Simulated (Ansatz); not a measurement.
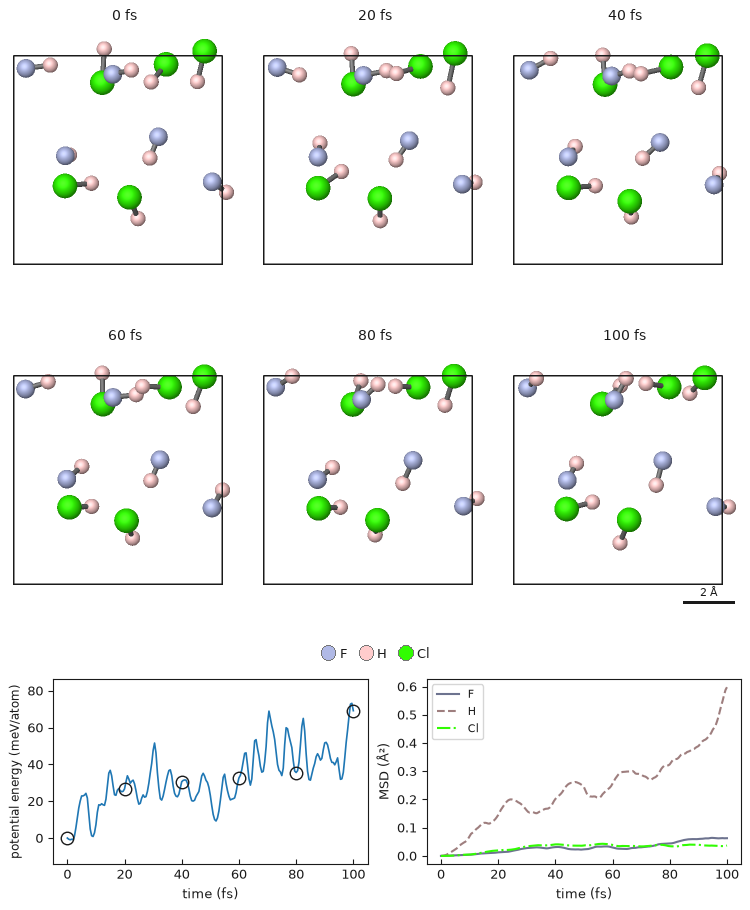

A Born-Oppenheimer molecular dynamics run of a periodic cell with 5 HF + 5 HCl at 0.849 g/cm³, 100 fs long. It starts from the last geometry of an earlier run, with fresh velocities. Frames and the history of the run. A ball-and-stick model of the simulation cell, seen along the a axis.

All numbers below come from DFT PBE, scalar-relativistic, plane waves, PAW (Ansatz). Settings: plane-wave cutoff 420 eV; k-point mesh 1 × 1 × 1; Fermi-Dirac smearing 0.02 eV; low-accuracy preset; Langevin thermostat (NVT); set temperature 1000 K; time step 0.5 fs; friction 0.5 per fs.

Input
```yaml
accuracy: low
crystal:
  lattice:
    - [8.205608, 0.0, 0.0]
    - [0.0, 8.205608, 0.0]
    - [0.0, 0.0, 8.205608]
  atoms:
    - { symbol: F, position: [0.76418525, 0.69352205, 0.61193074] }
    - { symbol: H, position: [0.78369571, 0.65252521, 0.50989334] }
    - { symbol: F, position: [0.5167491, 0.05823797, 0.94008542] }
    - { symbol: H, position: [0.51498016, 0.17477471, 0.95594264] }
    - { symbol: F, position: [0.41537445, 0.47475565, -0.08828382] }
    - { symbol: H, position: [0.4819179, 0.56390308, -0.06750015] }
    - { symbol: F, position: [0.7157206, 0.24733757, 0.52095577] }
    - { symbol: H, position: [0.60692218, 0.26738977, 0.52495576] }
    - { symbol: F, position: [0.73232449, -0.04870846, 0.39605938] }
    - { symbol: H, position: [0.65102985, 0.01992652, 0.34573497] }
    - { symbol: Cl, position: [0.05124897, 0.42457019, 0.87195075] }
    - { symbol: H, position: [0.05160074, 0.43381772, 1.03368809] }
    - { symbol: Cl, position: [0.63863944, 0.73016879, 0.95946476] }
    - { symbol: H, position: [0.75740336, 0.65885012, 0.87515814] }
    - { symbol: Cl, position: [0.263604, 0.24544905, 0.37629574] }
    - { symbol: H, position: [0.16858961, 0.37227822, 0.38936128] }
    - { symbol: Cl, position: [0.18439438, 0.91507264, 0.02299368] }
    - { symbol: H, position: [0.14710243, 0.88062789, -0.12311294] }
    - { symbol: Cl, position: [0.90976935, 0.55483178, 0.32165599] }
    - { symbol: H, position: [0.7932031, 0.59559137, 0.21948648] }
basis:
  ecutwfc: 420.0
kpoints:
  mp_grid: { grid: [1, 1, 1] }
hamiltonian:
  xc: pbe
scf:
  occupations: { method: fermi_dirac, width: 0.02 }
  lower_state_search: "off"
  max_iter: 52
md:
  timestep: 0.5
  n_steps: 200
  ensemble: nvt_langevin
  temperature: 1000.0
  initial_velocities: maxwell_boltzmann
  seed: 213520
  friction: 0.5
```

Launched with:
```bash
ansatz run input.yaml --threads 1 --pin off --max-ram 3072MiB --backend cpu --events-out ev --progress --plain --runs-dir out
```

What do the frames and curves show?

Answer. In the second half of the run the atoms are, in the root-mean-square, this far from where they began (common drift taken out): H 0.57 Å, F 0.21 Å, Cl 0.19 Å. The heavy atoms stay within a fraction of a molecule's size of their starting places; so short a run doesn't tell a liquid from a solid. The mean temperature in the second half is 1092 K (standard deviation 170 K). The potential energy in the second half lies on average 41.1 meV per atom above the first frame. The friction is so strong that the slow modes are overdamped, and the motion no longer resembles free dynamics.

Limits of the set-up: the program's low-accuracy preset was used; the periodic images lie only 8.2 Å apart, so the values are limited by the cell's size.
